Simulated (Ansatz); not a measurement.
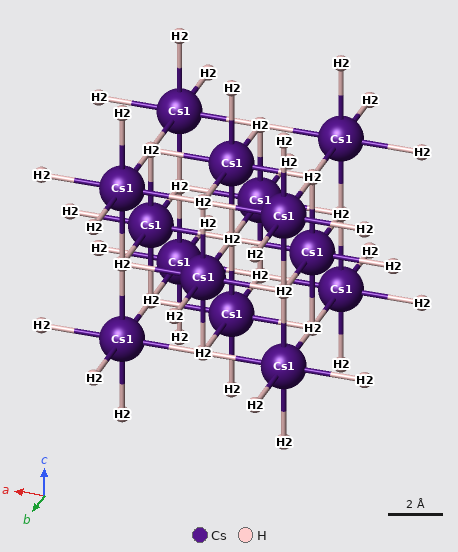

Reference structure: crystalline CsH (built on the measured structure type) at its r2SCAN-relaxed geometry. The picture is a ball-and-stick view of the conventional cell (4 times the calculation's cell), seen from a free direction. Lengths and directions refer to the drawn axes.

All numbers below come from Ansatz, DFT, HSE06, plane waves, PAW. Settings: plane-wave cutoff 420 eV; k-point mesh 6 × 6 × 6; occupations fixed; no spin polarisation.

Change: The cell is strained by +2.4 % along [1 1 0], −2.4 % along [1 −1 0], none along the third axis (volume −0.1 %). The atoms were relaxed with r2SCAN under that strain, and this is a single point on that geometry.

Q: What is the effect?

A: The space group (tolerance 0.01 Å) goes from Fm-3m (No. 225) to Immm (No. 71). Energy change: +1.3 meV per atom. The pressure goes from 0.1 to 0.1 GPa. The principal stresses (compression positive) are 0.4 GPa along [1 −1 0], 0.1 GPa along c, −0.1 GPa along [1 1 0]. All forces vanish by symmetry.

The changed structure in the same view:

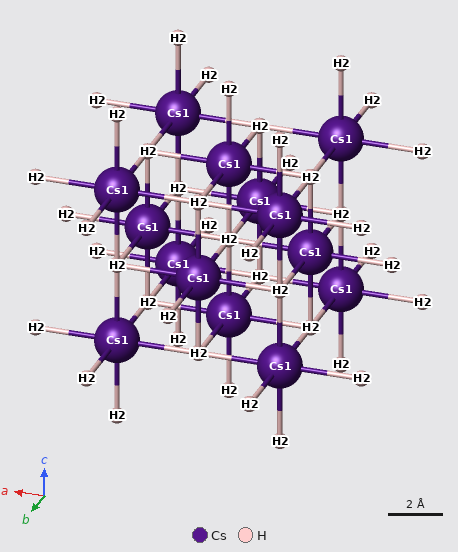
